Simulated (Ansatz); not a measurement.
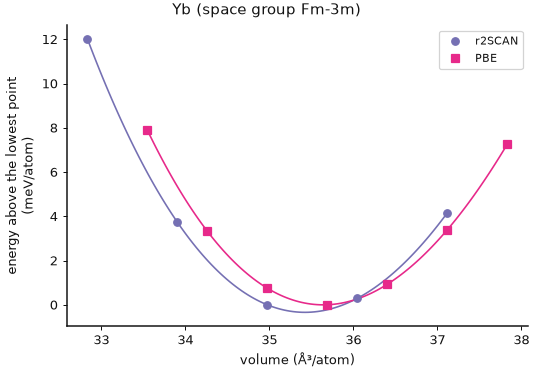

Plotted: energy above the lowest point against volume, with one curve for each functional, for Yb (space group Fm-3m).

Calculation (Ansatz 0.2.0 development build): equation of state of a cubic crystal from periodic Kohn-Sham density functional theory without spin, third-order Birch-Murnaghan fit to the free energies; pressure corrected for the finite basis.

| setting | value |
| --- | --- |
| structure type | fcc |
| atoms in cell | 1 |
| space group number | 225 |
| lattice centring | face-centred primitive |
| occupation method | Fermi–Dirac |
| datasets | soft-1 PAW |
| density tolerance | 1e−07 eV |
| bands | 16 |
| density cutoff ratio | 4 |
| search for lower states | default |

Settings that differ: r2SCAN: wave cutoff 500 eV, k mesh 11×11×11, occupation width 0.1 eV; PBE: wave cutoff 420 eV, k mesh 36×36×36, occupation width 0.0612 eV.

**Order the curves by fitted equilibrium volume, smallest first.**

r2SCAN 35.42, PBE 35.64 Å³/atom.

Keep in mind: modest k-mesh, values are not fully converged in k (r2SCAN); semilocal functionals place the filled 4f shell too high and overbind.
